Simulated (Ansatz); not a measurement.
The Ansatz input:

```yaml
crystal:
  lattice:
    - [0.0, 4.1175163063, 4.3055268138]
    - [2.3895119538, 0.0, 4.3055268138]
    - [2.3895119538, 4.1175163063, 0.0]
  atoms:
    - { symbol: Ti, position: [0.75, 0.75, 0.75] }
    - { symbol: Ti, position: [0.5, 0.5, 0.5] }
    - { symbol: Si, position: [0.41256561, 0.08743439, 0.41256561] }
    - { symbol: Si, position: [0.08743439, 0.41256561, 0.08743439] }
    - { symbol: Si, position: [0.16256561, 0.83743439, 0.16256561] }
    - { symbol: Si, position: [0.83743439, 0.16256561, 0.83743439] }
hamiltonian:
  xc: pbe
  pseudopotentials: { kind: paw }
kpoints:
  mp_grid: { grid: [6, 6, 6] }
  band_path:
    path:
      - [[0.0, 0.0, 0.0], [0.5, 0.0, 0.5], [1.0, 0.5, 0.5], [0.5, 0.5, 0.0], [0.0, 0.0, 0.0], [0.0, 0.411197962, 0.411197962], [0.5, 0.2428073932, 0.7428073932], [0.5, 0.0, 0.5]]
      - [[1.0, 0.5, 0.5], [1.0, 0.588802038, 0.588802038]]
      - [[0.0, 0.411197962, 0.411197962], [0.5, 0.7571926068, 0.2571926068], [0.5, 0.5, 0.0]]
      - [[0.5, 0.5, 0.5], [0.0, 0.0, 0.0]]
    npoints: 14
scf:
  occupations: { method: fermi_dirac, width: 0.05 }
  n_extra_bands: 15
output:
  forces: true
  stress: true
  eigenvalues: true
  fatbands: true
  write_density: true
  write_potential: true
  elf: true
  volumetric_format: npy
```

System: TiSi2, space group Fddd (No. 70), 6 atoms in the primitive cell.

Level of theory: PBE, Ansatz PAW, no spin polarisation, no spin-orbit coupling, 6×6×6 k mesh, 420 eV cutoff, Fermi-Dirac smearing of 0.05 eV; code Ansatz.

What will the band structure look like? The path is Γ–Y–T–Z–Γ–X–A1–Y|T–X1|X–A–Z|L–Γ.

A metal: 4 bands cross the Fermi level along this path. Bands cross the Fermi level on Γ–Y, Z–Γ, Γ–X, X–A1, T–X1, X–A and L–Γ, and not on Y–T, T–Z, A1–Y and A–Z. At Y the nearest levels lie 0.89 eV below and 1.22 eV above the Fermi level.

The k mesh is thin for a metal, so its Fermi level is uncertain by some hundredths of an eV. The cell is under a strain of +1 % (uniaxial). The cell is a database's computed one. In reduced coordinates of the cell that was run, Y is (0.5, 0, 0.5), T is (1, 0.5, 0.5), Z is (0.5, 0.5, 0), X is (0, 0.411, 0.411), A1 is (0.5, 0.243, 0.743), X1 is (1, 0.589, 0.589), A is (0.5, 0.757, 0.257) and L is (0.5, 0.5, 0.5).

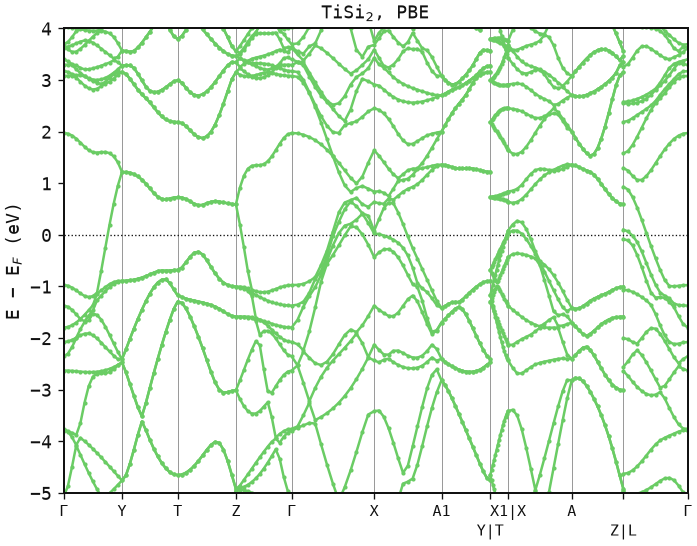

Band structure. Energies are counted from the Fermi level.
